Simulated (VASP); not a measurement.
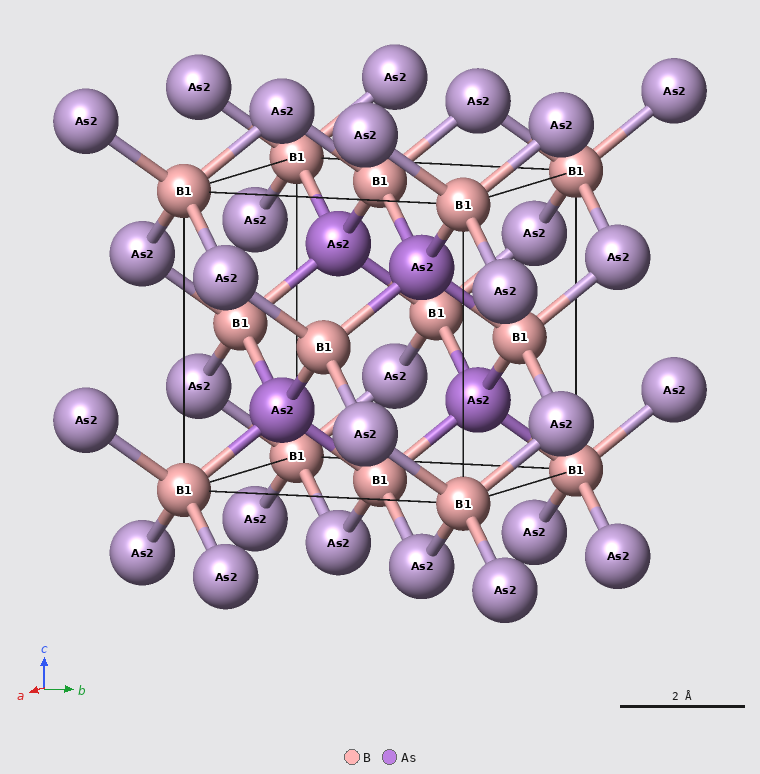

*The starting structure (ball-and-stick view of the cell 4 times as large as that of the calculation, set on its symmetry axes, seen slightly off an axis; neighbours outside the cell are drawn fainter; atoms are numbered from 1 in the order of the input).*

## Geometry relaxation of BAs

System: BAs (F-43m, 2 atoms in the cell).
Method: Kohn-Sham DFT of a periodic cell, PBEsol, VASP PAW PBE potentials, recommended, no spin polarisation (VASP 6.6.1).

The structure derives from an entry of the Crystallography Open Database.

### INCAR
```
PREC = Accurate ; ENCUT = 600
EDIFF = 1E-7 ; ISMEAR = 0
SIGMA = 0.03 ; LREAL = F
LASPH = T ; NELM = 80
ALGO = Fast ; ISIF = 2
LWAVE = F ; LCHARG = F
GGA = PS ; IBRION = 2
NSW = 40 ; EDIFFG = -0.01
```

### KPOINTS
```
Automatic mesh
0
Gamma
  10 10 10
```

### POSCAR
```
BAs                                     
1.0
    0.0000000000      2.4353452264      2.4353452264
    2.4353452264      0.0000000000      2.4353452264
    2.4353452264      2.4353452264      0.0000000000
  B               As            
     1     1
Direct
     0.0000000000000000    0.0000000000000000    0.0000000000000000
     0.2500000000000000    0.2500000000000000    0.2500000000000000
```

Launched with:
```bash
cat potpaw_PBE.64/B/POTCAR potpaw_PBE.64/As/POTCAR > POTCAR
mpirun -np 1 vasp_std > vasp.out
```

### OSZICAR
```
N       E                     dE             d eps       ncg     rms          rms(c)
DAV:   1     0.161187343908E+02    0.16119E+02   -0.42021E+03   752   0.978E+02
DAV:   2    -0.122095358854E+02   -0.28328E+02   -0.27325E+02  1120   0.113E+02
DAV:   3    -0.126703131880E+02   -0.46078E+00   -0.46078E+00   872   0.189E+01
DAV:   4    -0.126710653413E+02   -0.75215E-03   -0.75215E-03  1120   0.803E-01
DAV:   5    -0.126710658316E+02   -0.49031E-06   -0.49039E-06   848   0.135E-02    0.443E+00
RMM:   6    -0.122293240595E+02    0.44174E+00   -0.40472E-01   752   0.409E+00    0.219E+00
RMM:   7    -0.121748777669E+02    0.54446E-01   -0.13027E-01   752   0.246E+00    0.878E-01
RMM:   8    -0.121668633712E+02    0.80144E-02   -0.20514E-02   752   0.122E+00    0.122E-01
RMM:   9    -0.121665977444E+02    0.26563E-03   -0.30736E-03   752   0.470E-01    0.573E-02
RMM:  10    -0.121665702550E+02    0.27489E-04   -0.27025E-04   752   0.162E-01    0.403E-02
RMM:  11    -0.121665471057E+02    0.23149E-04   -0.16731E-04   752   0.958E-02    0.161E-02
RMM:  12    -0.121665319820E+02    0.15124E-04   -0.21259E-05   752   0.396E-02    0.156E-03
RMM:  13    -0.121665321841E+02   -0.20214E-06   -0.15238E-06   750   0.111E-02    0.693E-04
RMM:  14    -0.121665322525E+02   -0.68357E-07   -0.10712E-07   570   0.291E-03
   1 F= -.12166532E+02 E0= -.12166532E+02  d E =-.121665E+02
```

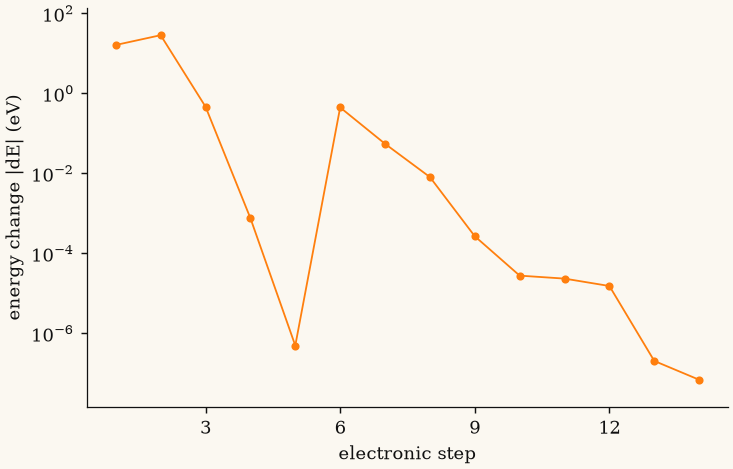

*Convergence of the self-consistent field: energy change |dE| against the electronic step.*

It takes 14 electronic steps. The density is held fixed in the first few steps, and dE rises again when its update begins.

### Parts of OUTCAR
```
PREC = Accurate
   ENCUT = 600
   EDIFF = 1E-7
   ISMEAR = 0
   LREAL = F
   LASPH = T
   NELM = 80
   ISIF = 2
   GGA = PS
   IBRION = 2
   NSW = 40
   EDIFFG = -0.01

 ion  position               nearest neighbor table
   1  0.000  0.000  0.000-   2 2.11   2 2.11   2 2.11   2 2.11
   2  0.250  0.250  0.250-   1 2.11   1 2.11   1 2.11   1 2.11

  LATTYP: Found a face centered cubic cell.
 ALAT       =     4.8706904528

  Lattice vectors:

 A1 = (   0.0000000000,   2.4353452264,   2.4353452264)
 A2 = (   2.4353452264,   0.0000000000,   2.4353452264)
 A3 = (   2.4353452264,   2.4353452264,   0.0000000000)

Analysis of symmetry for initial positions (statically):
=====================================================================
 Subroutine PRICEL returns:
 Original cell was already a primitive cell.

 Routine SETGRP: Setting up the symmetry group for a
 face centered cubic supercell.

 Subroutine GETGRP returns: Found 24 space group operations
 (whereof 24 operations were pure point group operations)
 out of a pool of 48 trial point group operations.

The static configuration has the point symmetry T_d .

Analysis of symmetry for dynamics (positions and initial velocities):
=====================================================================
 Subroutine PRICEL returns:
 Original cell was already a primitive cell.

 Routine SETGRP: Setting up the symmetry group for a
 face centered cubic supercell.

 Subroutine GETGRP returns: Found 24 space group operations
 (whereof 24 operations were pure point group operations)
 out of a pool of 48 trial point group operations.

The dynamic configuration has the point symmetry T_d .

 Subroutine INISYM returns: Found 24 space group operations
 (whereof 24 operations are pure point group operations),
 and found     1 'primitive' translations

----------------------------------------------------------------------------------------

                                     Primitive cell

  volume of cell :      28.8876

  direct lattice vectors                    reciprocal lattice vectors
     0.000000000  2.435345226  2.435345226    -0.205309701  0.205309701  0.205309701
     2.435345226  0.000000000  2.435345226     0.205309701 -0.205309701  0.205309701
     2.435345226  2.435345226  0.000000000     0.205309701  0.205309701 -0.205309701

  length of vectors
     3.444098248  3.444098248  3.444098248     0.355606833  0.355606833  0.355606833

  position of ions in fractional coordinates (direct lattice)
     0.000000000  0.000000000  0.000000000
     0.250000000  0.250000000  0.250000000

  ion indices of the primitive-cell ions
   primitive index   ion index
                 1           1
                 2           2

----------------------------------------------------------------------------------------

 KPOINTS: Automatic mesh

Automatic generation of k-mesh.
 Grid dimensions read from file:
 generate k-points for:   10   10   10

 Generating k-lattice:

  Cartesian coordinates                     Fractional coordinates (reciprocal lattice)
    -0.020530970  0.020530970  0.020530970     0.100000000  0.000000000  0.000000000
     0.020530970 -0.020530970  0.020530970     0.000000000  0.100000000  0.000000000
     0.020530970  0.020530970 -0.020530970     0.000000000  0.000000000  0.100000000

  Length of vectors
     0.035560683  0.035560683  0.035560683

  Shift w.r.t. Gamma in fractional coordinates (k-lattice)
     0.000000000  0.000000000  0.000000000

 Subroutine IBZKPT returns following result:
 ===========================================

 Found     47 irreducible k-points:

 Following reciprocal coordinates:
            Coordinates               Weight
  0.000000  0.000000  0.000000      1.000000
  0.100000  0.000000  0.000000      8.000000
  0.200000  0.000000  0.000000      8.000000
  0.300000  0.000000  0.000000      8.000000
  0.400000  0.000000  0.000000      8.000000
  0.500000  0.000000  0.000000      4.000000
  0.100000  0.100000  0.000000      6.000000
  0.200000  0.100000  0.000000     24.000000
  0.300000  0.100000  0.000000     24.000000
  0.400000  0.100000  0.000000     24.000000
  0.500000  0.100000  0.000000     24.000000
 -0.400000  0.100000  0.000000     24.000000
 -0.300000  0.100000  0.000000     24.000000
 -0.200000  0.100000  0.000000     24.000000
 -0.100000  0.100000  0.000000     12.000000
  0.200000  0.200000  0.000000      6.000000
  0.300000  0.200000  0.000000     24.000000
  0.400000  0.200000  0.000000     24.000000
  0.500000  0.200000  0.000000     24.000000
 -0.400000  0.200000  0.000000     24.000000
 -0.300000  0.200000  0.000000     24.000000
 -0.200000  0.200000  0.000000     12.000000
  0.300000  0.300000  0.000000      6.000000
  0.400000  0.300000  0.000000     24.000000
 [... further k-points ...]
   k-points           NKPTS =     47   k-points in BZ     NKDIM =     47   number of bands    NBANDS=      8
   number of dos      NEDOS =    301   number of ions     NIONS =      2
   total plane-waves  NPLWV =  21952
   dimension x,y,z NGX =    28 NGY =   28 NGZ =   28
   dimension x,y,z NGXF=    56 NGYF=   56 NGZF=   56
   ions per type =               1   1
   NGX,Y,Z   is equivalent  to a cutoff of  13.52, 13.52, 13.52 a.u.
   NGXF,Y,Z  is equivalent  to a cutoff of  27.03, 27.03, 27.03 a.u.
 SYSTEM =  unknown system
   PREC   = accura    normal or accurate (medium, high low for compatibility)
   ISTART =      0    job   : 0-new  1-cont  2-samecut
   ICHARG =      2    charge: 1-file 2-atom 10-const
   ISPIN  =      1    spin polarized calculation?
   LNONCOLLINEAR =      F non collinear calculations
   LSORBIT =      F    spin-orbit coupling
   LASPH  =      T    aspherical Exc in radial PAW
   ENCUT  =  600.0 eV  44.10 Ry    6.64 a.u.   6.88  6.88  6.88*2*pi/ulx,y,z
   NELM   =     80;   NELMIN=  2; NELMDL= -5     # of ELM steps
   EDIFF  = 0.1E-06   stopping-criterion for ELM
   LREAL  =      F    real-space projection
   EDIFFG = -.1E-01   stopping-criterion for IOM
   NSW    =     40    number of steps for IOM
   IBRION =      2    ionic relax: 0-MD 1-quasi-New 2-CG
   NFREE  =      1    steps in history (QN), initial steepest desc. (CG)
   ISIF   =      2    stress and relaxation
   ISYM   =      2    0-nonsym 1-usesym 2-fastsym
   POTIM  = 0.5000    time-step for ionic-motion
   TEBEG  =    0.0;   TEEND  =   0.0 temperature during run
   PSTRESS=    0.0 pullay stress
   NELECT =       8.0000    total number of electrons
   NUPDOWN=      -1.0000    fix difference up-down
   EMIN   =  10.00;   EMAX   =-10.00  energy-range for DOS
   EFERMI =   0.00;   METHOD = LEGACY
   ISMEAR =     0;   SIGMA  =   0.03  broadening in eV -4-tet -1-fermi 0-gaus
   EFERMI_NEDOS =   21; number of points for ismear=-14 and -15
   IALGO  =     68    algorithm
   IMIX   =      4    mixing-type and parameters
     AMIX     =   0.40;   BMIX     =  1.00
     AMIX_MAG =   1.60;   BMIX_MAG =  1.00
  volume/ion in A,a.u.               =      14.44        97.47
  Fermi-wavevector in a.u.,A,eV,Ry     =   1.067090  2.016507 15.492690  1.138681
  Thomas-Fermi vector in A             =   2.202695
   LORBIT       =      0    0 simple, 1 ext, 2 COOP (PROOUT), +10 PAW based schemes
   GGA     = PS    functional components
   LHFCALC =     F    Hartree Fock is set to
   AEXX    =    0.0000 exact exchange contribution
   IVDW    =     0    specifies the selected vdW correction
   LEPSILON=     F    determine dielectric tensor
   LRPA    =     F    only Hartree local field effects (RPA)
 conjugate gradient relaxation of ions
 non-spin polarized calculation
 RMM-DIIS sequential band-by-band and
 Gauss-broadening in eV      SIGMA  =   0.03
  energy-cutoff  :      600.00
  volume of cell :       28.89
 maximum number of plane-waves:       982
   NGX = 13   NGY = 13   NGZ = 13

 number of electron       7.9999999 magnetization

 Free energy of the ion-electron system (eV)
  ---------------------------------------------------
  ext. energy  EPLUGINS =         0.00000000
  ---------------------------------------------------
  free energy    TOTEN  =       -12.16653225 eV

  energy without entropy =      -12.16653225  energy(sigma->0) =      -12.16653225

 E-fermi :   5.6210     XC(G=0): -10.4851     alpha+bet :-11.4779

 val. band max:        5.4170225167   @ k =   0.0000   0.0000   0.0000
 cond. band min:       6.5500611314   @ k =   0.4000   0.4000   0.0000
 fundamental gap:      1.1330386147
 Fermi energy:         5.6210212695

 k-point     1 :       0.0000    0.0000    0.0000
  band No.  band energies     occupation
      1      -9.5006      2.00000
      2       5.4170      2.00000
      3       5.4170      2.00000
      4       5.4170      2.00000
      5       8.5869      0.00000
      6       8.5869      0.00000
      7       8.5869      0.00000
      8       9.3734      0.00000

 k-point     2 :       0.1000    0.0000    0.0000
  band No.  band energies     occupation
      1      -9.3448      2.00000
      2       4.0422      2.00000
      3       5.1325      2.00000
      4       5.1325      2.00000
      5       8.5936      0.00000
      6       8.9626      0.00000
      7       8.9626      0.00000
      8      10.3903      0.00000

 k-point     3 :       0.2000    0.0000    0.0000
  band No.  band energies     occupation
      1      -8.8861      2.00000
      2       1.7595      2.00000
      3       4.5874      2.00000
      4       4.5874      2.00000
      5       8.2980      0.00000
      6       9.6490      0.00000
      7       9.6490      0.00000
      8      12.0985      0.00000

 k-point     4 :       0.3000    0.0000    0.0000
  band No.  band energies     occupation
      1      -8.1625      2.00000
      2      -0.4305      2.00000
      3       4.1036      2.00000
      4       4.1036      2.00000
      5       7.9995      0.00000
      6      10.0538      0.00000
      7      10.0538      0.00000
      8      13.4597      0.00000

 k-point     5 :       0.4000    0.0000    0.0000
  band No.  band energies     occupation
      1      -7.3091      2.00000
      2      -2.2026      2.00000
      3       3.7925      2.00000
      4       3.7925      2.00000
      5       7.8048      0.00000
      6      10.1025      0.00000
      7      10.1025      0.00000
      8      13.9784      0.00000

 [... the levels of 18 k-points are left out ...]

 k-point    24 :       0.4000    0.3000    0.0000
  band No.  band energies     occupation
      1      -7.0085      2.00000
      2      -0.8894      2.00000
      3       1.6451      2.00000
      4       2.1153      2.00000
      5       7.0516      0.00000
      6       8.6846      0.00000
      7      13.8127      0.00000
      8      14.0815      0.00000

 [... further k-points ...]

------------------------ aborting loop because EDIFF is reached ----------------------------------------

  FORCE on cell =-STRESS in cart. coord.  units (eV):
  Direction    XX          YY          ZZ          XY          YZ          ZX
  --------------------------------------------------------------------------------------
  -------------------------------------------------------------------------------------
  Total       -1.3046768     -1.3046768     -1.3046768     -0.0000000     -0.0000000      0.0000000
  in kB      -72.3605617    -72.3605617    -72.3605617     -0.0000000     -0.0000000      0.0000000
  external PRESSURE =     -72.3605617 kB  Pullay stress =       0.0000000 kB

 VOLUME and BASIS-vectors are now :
 -----------------------------------------------------------------------------
  energy-cutoff  :      600.00
  volume of cell :       28.89
      direct lattice vectors                 reciprocal lattice vectors
     0.000000000  2.435345226  2.435345226    -0.205309701  0.205309701  0.205309701
     2.435345226  0.000000000  2.435345226     0.205309701 -0.205309701  0.205309701
     2.435345226  2.435345226  0.000000000     0.205309701  0.205309701 -0.205309701

 POSITION                                       TOTAL-FORCE (eV/Angst)
 -----------------------------------------------------------------------------------
      0.00000      0.00000      0.00000         0.000000      0.000000      0.000000
      1.21767      1.21767      1.21767        -0.000000     -0.000000     -0.000000
 -----------------------------------------------------------------------------------
    total drift:                               -0.000000     -0.000000     -0.000000

  FREE ENERGIE OF THE ION-ELECTRON SYSTEM (eV)
  ---------------------------------------------------
  free  energy   TOTEN  =       -12.1665322525 eV

  energy  without entropy=      -12.1665322525  energy(sigma->0) =      -12.16653225

 reached required accuracy - stopping structural energy minimisation
```

### CONTCAR
```
BAs
   1.00000000000000
     0.0000000000000000    2.4353452264000000    2.4353452264000000
     2.4353452264000000    0.0000000000000000    2.4353452264000000
     2.4353452264000000    2.4353452264000000    0.0000000000000000
  B               As
     1     1
Direct
     0.0000000000000000    0.0000000000000000    0.0000000000000000
     0.2500000000000000    0.2500000000000000    0.2500000000000000

  0.00000000E+00  0.00000000E+00  0.00000000E+00
  0.00000000E+00  0.00000000E+00  0.00000000E+00
```

### Summary

- outcome: converged
- space group (tolerance 0.01 Å): F-43m (216)
- electrons treated: 8
- free energy: −12.1665 eV
- Fermi energy: 5.621 eV
- gap on the k-point mesh: 1.13 eV
- pressure: −7.24 GPa
- final volume: 28.89 Å³
- largest force (length of the vector): under 0.001 eV/Å
- hardware: 1 thread of Intel Xeon (Granite Rapids), 64 GiB of memory available, shared host
- wall time: 6.8 s
- peak memory: 0.16 GiB

The cell is under a tension of 7.2 GPa at this level, so it is not at its equilibrium volume.
